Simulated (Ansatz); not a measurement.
# Mo(100) film, 3 layers, adrow C: surface scattering, part 2 of 2

Wanted: the relaxed structure and the transmission of Mo(100) film, 3 layers, adrow C.

Ansatz 0.2.0; Ansatz plane-wave DFT, PBE, PAW files; relaxation of the atoms about the surface defect; PAW set soft_1 (the session's first sound run).

So far: The starting structure; Relaxing about the defect.

## (2) Relaxing about the defect (continued)

The steps of the relaxation:

```
step  energy less that of the first step (eV)  largest force component (eV/Å)
   1                                   0.0000                          1.9937
   2                                  -1.1834                          0.9972
   3                                  -1.3907                          0.6926
   4                                  -1.4026                          0.3248
   5                                  -1.4140                          0.0475
   6                                  -1.4143                          0.0637
   7                                  -1.4151                          0.0219
```

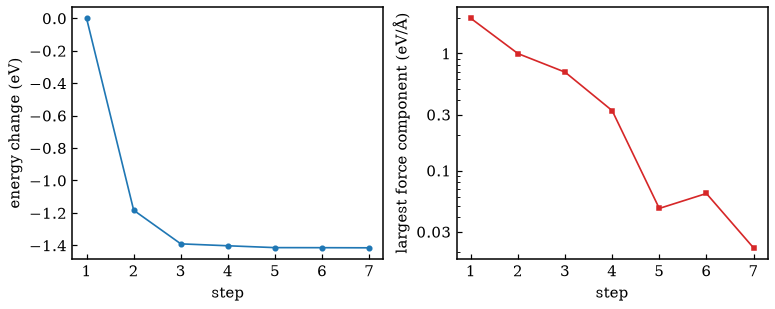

Energy and largest force along the relaxation.

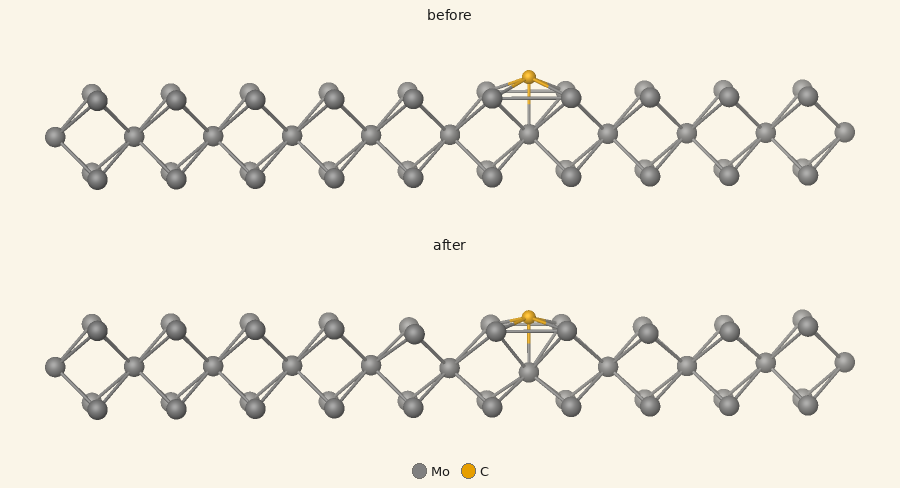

Before and after, at one scale. Drawn is a stretch of 31 Å of the 38 Å that the cell measures along c, seen along the normal of the ac plane.

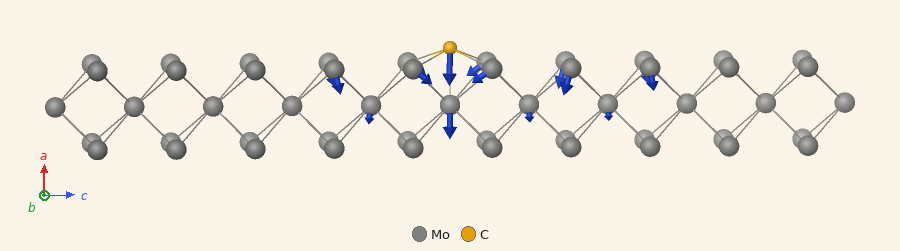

Displacements in the relaxation, exaggerated; the longest in the cell stands for 0.41 Å. Drawn is a stretch of 31 Å of the 38 Å that the cell measures along c and a slice 4 Å thick, seen along the normal of the ac plane.

The atoms that moved most (Å):

```
atom      dx     dy      dz  length
 C37  -0.407  0.000  -0.006   0.407
Mo17  -0.326  0.000  -0.001   0.326
Mo24  -0.242  0.000  -0.067   0.251
Mo15  -0.210  0.000   0.053   0.217
Mo21  -0.118  0.000  -0.169   0.206
Mo18  -0.126  0.000   0.157   0.201
Mo27  -0.192  0.000   0.031   0.194
Mo14  -0.133  0.000  -0.017   0.134
```

Final coordinates:

```cif
data_structure
_symmetry_space_group_name_H-M 'P 1'
_symmetry_Int_Tables_number 1
_cell_length_a 15.7205
_cell_length_b 3.1470
_cell_length_c 37.7640
_cell_angle_alpha 90.000
_cell_angle_beta 90.000
_cell_angle_gamma 90.000
_cell_volume 1868.28
loop_
_atom_site_label
_atom_site_type_symbol
_atom_site_fract_x
_atom_site_fract_y
_atom_site_fract_z
_atom_site_occupancy
Mo1 Mo 0.28625 0.00000 0.00000 1
Mo2 Mo 0.38634 0.50000 0.04167 1
Mo3 Mo 0.48643 0.00000 0.00000 1
Mo4 Mo 0.28625 0.00000 0.08333 1
Mo5 Mo 0.38634 0.50000 0.12500 1
Mo6 Mo 0.48643 0.00000 0.08333 1
Mo7 Mo 0.28625 0.00000 0.16667 1
Mo8 Mo 0.38634 0.50000 0.20833 1
Mo9 Mo 0.48643 0.00000 0.16667 1
Mo10 Mo 0.28625 0.00000 0.25000 1
Mo11 Mo 0.38634 0.50000 0.29167 1
Mo12 Mo 0.48643 0.00000 0.25000 1
Mo13 Mo 0.28625 0.00000 0.33333 1
Mo14 Mo 0.37791 0.50000 0.37455 1
Mo15 Mo 0.47308 0.00000 0.33474 1
Mo16 Mo 0.28625 0.00000 0.41667 1
Mo17 Mo 0.36559 0.50000 0.45830 1
Mo18 Mo 0.47845 0.00000 0.42082 1
Mo19 Mo 0.28625 0.00000 0.50000 1
Mo20 Mo 0.37850 0.50000 0.54184 1
Mo21 Mo 0.47894 0.00000 0.49552 1
Mo22 Mo 0.28625 0.00000 0.58333 1
Mo23 Mo 0.37945 0.50000 0.62516 1
Mo24 Mo 0.47103 0.00000 0.58156 1
Mo25 Mo 0.28625 0.00000 0.66667 1
Mo26 Mo 0.38634 0.50000 0.70833 1
Mo27 Mo 0.47424 0.00000 0.66748 1
Mo28 Mo 0.28625 0.00000 0.75000 1
Mo29 Mo 0.38634 0.50000 0.79167 1
Mo30 Mo 0.48643 0.00000 0.75000 1
Mo31 Mo 0.28625 0.00000 0.83333 1
Mo32 Mo 0.38634 0.50000 0.87500 1
Mo33 Mo 0.48643 0.00000 0.83333 1
Mo34 Mo 0.28625 0.00000 0.91667 1
Mo35 Mo 0.38634 0.50000 0.95833 1
Mo36 Mo 0.48643 0.00000 0.91667 1
C37 C 0.50552 0.50000 0.45817 1
```

This step gave:

| Item | Value |
| --- | --- |
| free energy | -178619.3923 eV |
| energy at zero smearing | -178618.3836 eV |
| Fermi energy | 3.709 eV |

The largest force component on a free atom ends at 0.022 eV/Å, under the tolerance of 0.03, after 7 steps.

## (3) Transmission along the film

The film far from the defect is the lead. The first vector holds vacuum and takes one k-point. Energies from -0.05 to 0.05 eV in steps of 0.05 eV are too few for the program's thermal sum, so it prints no conductance; for a metal the transmission near the Fermi level serves, at a fraction of the cost.

This step: Ansatz plane-wave DFT, PBE, PAW files; ballistic transport by layer matching (Landauer), zero bias; PAW set soft_1 (Ansatz 0.2.0).

The input, input.yaml:

```yaml
crystal:
  lattice:
    - [15.7205, 0.0, 0.0]
    - [0.0, 3.147, 0.0]
    - [0.0, 0.0, 37.764]
  atoms:
    - { symbol: Mo, position: [0.2862504373, 0.0, 0.0] }
    - { symbol: Mo, position: [0.3863426736, 0.5, 0.0416666667] }
    - { symbol: Mo, position: [0.4864349098, 0.0, 0.0] }
    - { symbol: Mo, position: [0.2862504373, 0.0, 0.0833333333] }
    - { symbol: Mo, position: [0.3863426736, 0.5, 0.125] }
    - { symbol: Mo, position: [0.4864349098, 0.0, 0.0833333333] }
    - { symbol: Mo, position: [0.2862504373, 0.0, 0.1666666667] }
    - { symbol: Mo, position: [0.3863426736, 0.5, 0.2083333333] }
    - { symbol: Mo, position: [0.4864349098, 0.0, 0.1666666667] }
    - { symbol: Mo, position: [0.2862504373, 0.0, 0.25] }
    - { symbol: Mo, position: [0.3863426736, 0.5, 0.2916666667] }
    - { symbol: Mo, position: [0.4864349098, 0.0, 0.25] }
    - { symbol: Mo, position: [0.2862504373, 0.0, 0.3333333333] }
    - { symbol: Mo, position: [0.3779089457, 0.5, 0.3745485965] }
    - { symbol: Mo, position: [0.4730796549, 0.0, 0.3347396848] }
    - { symbol: Mo, position: [0.2862504373, 0.0, 0.4166666667] }
    - { symbol: Mo, position: [0.3655909975, 0.5, 0.4583037787] }
    - { symbol: Mo, position: [0.4784509293, 0.0, 0.4208158864] }
    - { symbol: Mo, position: [0.2862504373, 0.0, 0.5] }
    - { symbol: Mo, position: [0.3785034238, 0.5, 0.5418370597] }
    - { symbol: Mo, position: [0.4789368774, 0.0, 0.4955158169] }
    - { symbol: Mo, position: [0.2862504373, 0.0, 0.5833333333] }
    - { symbol: Mo, position: [0.3794467611, 0.5, 0.6251643713] }
    - { symbol: Mo, position: [0.471025636, 0.0, 0.5815649548] }
    - { symbol: Mo, position: [0.2862504373, 0.0, 0.6666666667] }
    - { symbol: Mo, position: [0.3863426736, 0.5, 0.7083333333] }
    - { symbol: Mo, position: [0.4742410441, 0.0, 0.6674776788] }
    - { symbol: Mo, position: [0.2862504373, 0.0, 0.75] }
    - { symbol: Mo, position: [0.3863426736, 0.5, 0.7916666667] }
    - { symbol: Mo, position: [0.4864349098, 0.0, 0.75] }
    - { symbol: Mo, position: [0.2862504373, 0.0, 0.8333333333] }
    - { symbol: Mo, position: [0.3863426736, 0.5, 0.875] }
    - { symbol: Mo, position: [0.4864349098, 0.0, 0.8333333333] }
    - { symbol: Mo, position: [0.2862504373, 0.0, 0.9166666667] }
    - { symbol: Mo, position: [0.3863426736, 0.5, 0.9583333333] }
    - { symbol: Mo, position: [0.4864349098, 0.0, 0.9166666667] }
    - { symbol: C, position: [0.5055204817, 0.5, 0.4581736344] }
kpoints:
  mp_grid: { grid: [1, 10, 1] }
hamiltonian:
  xc: pbe
  pseudopotentials: { kind: paw, azcp: { folder: soft_1 } }
scf:
  occupations: { method: fermi_dirac, width: 0.1 }
output:
  transmission: { leads: [[0, 3]], kmesh: [1, 20], e_range: [-0.05, 0.05], de: 0.05 }
  write_potential: true
  write_density: true
  volumetric_format: npy
  elf: true
```

Started as:

```sh
> ansatz run input.yaml --threads 8 --pin off --max-ram 15360MiB --backend cpu --events-out ev --progress --plain --runs-dir out
```

Numbers of over 12 decimals in the logs are rounded to 6 here.

Output:

```text
[...]
Crystal: 37 atoms, lattice volume = 1868.276 Å³
Basis set: ecut = 420 eV, 36609 PW (Γ)
Bands: 305, of which v1, the nominal top of the filled ones, is band 254 counted from 1 (253 counted from 0)
Symmetry: 2 space group operations
[...]
k-points: 6 of 10
[...]
SCF iter   1: F=—  HF=-178659.469774 eV  |F-HF|=—  |Δ(HF+E_count)|=         —  Δρ=6.32e-2  dr2=3.12e2  ethr=3.10e-3  ⟨swp⟩=10.2  Hψ=8297  notcnv=0
[...]
SCF iter  13: F=-178619.325937 eV  HF=-178619.325937 eV  |F-HF|=4.07e-9  |Δ(HF+E_count)|=   1.81e-8  Δρ=6.13e-7  dr2=1.12e-8  ethr=1.97e-11  ⟨swp⟩=11.3  Hψ=4695  notcnv=0
SCF 1 converged in 13 iterations: F = -178619.325937 eV  dr2 = 1.12e-8
[...]
transmission: 84 of 803 steps passed
transmission: 164 of 803 steps passed
[...]
transmission: 803 of 803 steps passed
WARN: The input density's exchange-correlation potential varies sharply where the density is thin. Do not read a vacuum level from v_tot or v_xc, or from such a field of the output density. On a cell that repeats whose density bears no net charge and no dipole along the vacuum's axis use v_es (v_loc + v_h of the components); under efield.dipole_correction with no amplitude use v_es + v_field, which holds any external [...]
SCF converged after 13 iterations
the last check of whether an eigenvalue changes by more than its tolerance under the output density was not made (no_room)
Free energy (F): -178619.325937 eV
[...]
Internal energy: -178617.311526 eV  (E = F + TS)
E sigma→0 (E₀):  -178618.318732 eV
Entropy (-TS):   -2.014411 eV (-54.444 meV/atom)
Fermi energy:    3.706017 eV
[...]
--- Band table (eV; the first three rows and the last of 6) ---
  k-point 0: bands = [... 250 lower, 3.5891, 3.6419, 3.6611, 3.6895, 3.6935, 3.7394, 3.7758, 3.7772, ... 47 higher]
  k-point 1: bands = [... 250 lower, 3.4418, 3.4763, 3.5263, 3.5494, 3.5813, 3.5844, 3.6081, 3.6310, ... 47 higher]
  k-point 2: bands = [... 250 lower, 3.3761, 3.4141, 3.4334, 3.4843, 3.5393, 3.5504, 3.6099, 3.6349, ... 47 higher]
  k-point 5: bands = [... 250 lower, 4.1660, 4.1839, 4.1977, 4.2075, 4.2568, 4.2739, 4.2998, 4.3114, ... 47 higher]
--- Transmission ---
  basis      : 443 plane waves across, 73 finite elements along
  points     : 11, standing for a mesh of 1 x 20
  energies   : 3 from -0.050000 to 0.050000 eV about the Fermi level, 0.050000 eV apart; the leads are filled to 0.000000 eV, and channels, transmission and decay are at 0.000000 eV
  crystal 0  : Mo3, at the sites [0, 3], period 3.1470 Å, over 23.08 Å; its Hamiltonian steps by up to 0.9 meV
    offset         : up to 0.0000 Å between an atom of the period and one for which it stands
    channels       : 3.850000e0 a spin
    conductance    : none, the energies end too early or step too widely for 300 K: set another output.transmission.e_range or a lower de, or, where they end at an eighth of basis.ecutwfc, a higher one
  junction   : crystal 0 to crystal 0, 1.48 to 36.10 Å
    transmission   : 1.698950e0 a spin
[...]
```

It took 6.3 min on 8 threads of Intel Xeon at 2.70GHz, shared host; peak memory 11 GiB.

The column dr2 measures how far the density is from self-consistency, as an energy; F and HF (Harris–Foulkes) agree once it is small.

Numbers from this step:

- free energy: -178619.3259 eV
- energy at zero smearing: -178618.3187 eV
- Fermi energy: 3.706 eV
- cell area: 49.47 Å²
- transmission per spin nearest the Fermi level: 1.699
- open channels per spin nearest the Fermi level: 3.85
- step of the lead's potential: 0.9 meV

Per spin. Table of transmission, zone mean by energy, zero at the Fermi level:

```
energy (eV)  transmission, zone mean
    -0.0500                     1.48
     0.0000                     1.70
     0.0500                     1.94
```

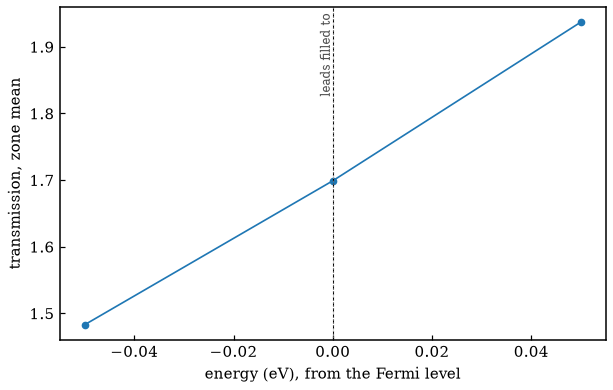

Transmission, zone mean against energy.

Per spin. The open channels, zone mean, lead by energy, zero at the Fermi level:

```
energy (eV)  open channels, zone mean, lead
    -0.0500                             3.6
     0.0000                            3.85
     0.0500                            4.15
```

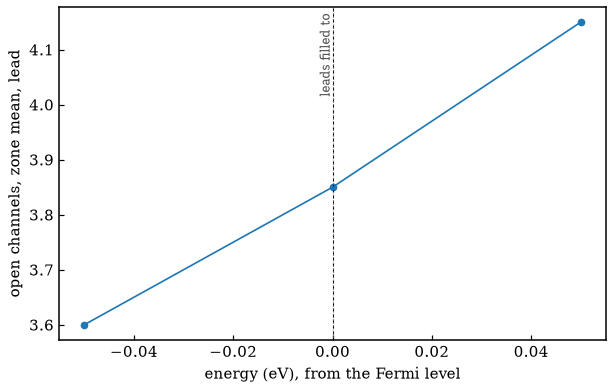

Open channels, zone mean, lead, plotted against energy.

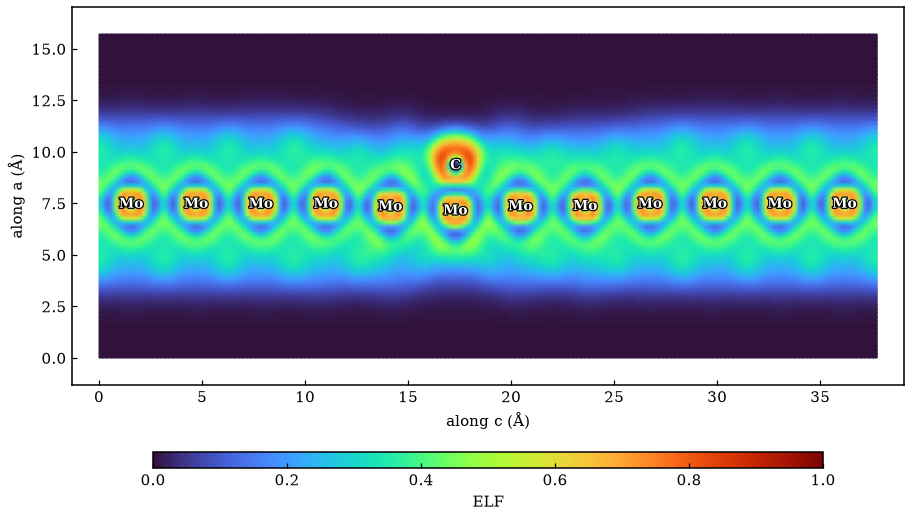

ELF in the ca plane at fractional y = 0.500, with atoms of Mo and C within 0.2 Å of it. It is the smooth field of the valence electrons, not physical close to the nuclei.

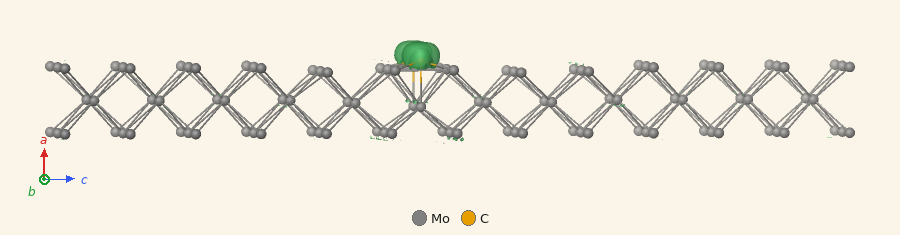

Surface of ELF = 0.74. 1×2×1 cells are drawn.

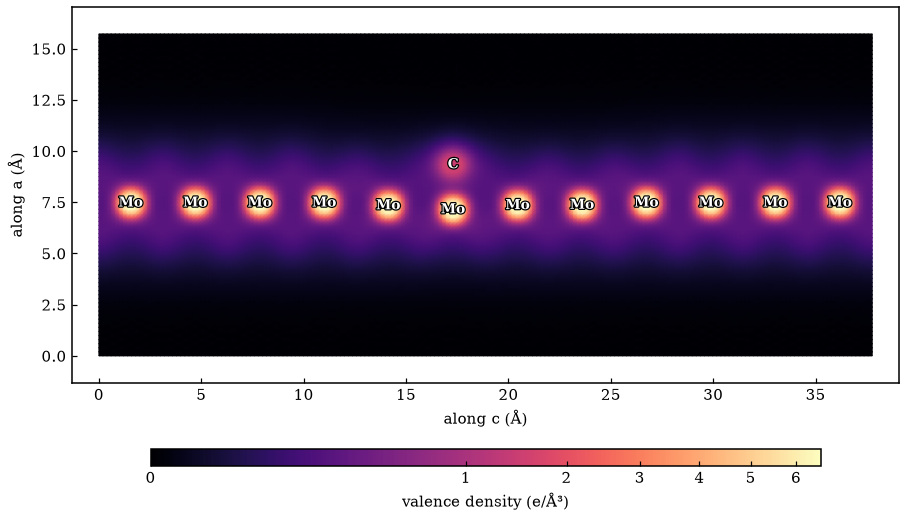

Valence density in the ca plane at fractional y = 0.500, with atoms of Mo and C within 0.2 Å of it. It is the smooth field of the valence electrons, not physical close to the nuclei. The colour scale is stretched toward low values.

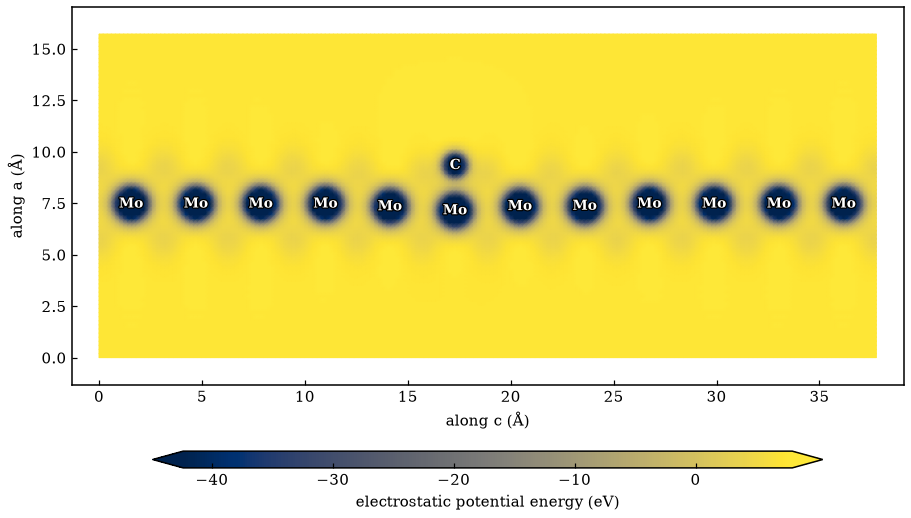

Electrostatic potential energy in the ca plane at fractional y = 0.500, with atoms of Mo and C within 0.2 Å of it. With pseudopotentials it is smooth inside the atoms' cores, unlike the true potential.

Over the solved energies the transmission per spin lies between 1.48 and 1.94, out of 3.87 channels of the lead on average (up to 4.15).

## (4) Share that passes

This step: Ansatz plane-wave DFT, PBE, PAW files; ballistic transport by layer matching (Landauer), zero bias; share of the film's channels that pass the defect (the area holds the vacuum); PAW set soft_1 (Ansatz 0.2.0).

Numbers from this step:

```
T over the leads' mean channel count : 0.4413
```

Averaged over the energies near the Fermi level, 44.1 % of the channels pass.

## (5) What came out

| Quantity | Value |
| --- | --- |
| share of the film's channels that pass | 0.441 |

**Reading.** 44 % of the film's channels pass the defect. The film is 3 layers thick, so the defect disturbs a good part of its section. It runs straight across the current without end, so the wavevector along it is kept. Only atoms near the defect are relaxed, while the rest of the face keeps bulk spacings, so part of the reflection may come from that relaxed patch.

[Logs are printed without paths, hosts, clocks, repeated set-up lines and the standing remarks that a program may print on its own settings, such as how far it seeks lower states.]

[Hosts, paths, dates, database ids (printed as entryN), source tags and the programs' standing remarks are cut or masked in the printed files.]
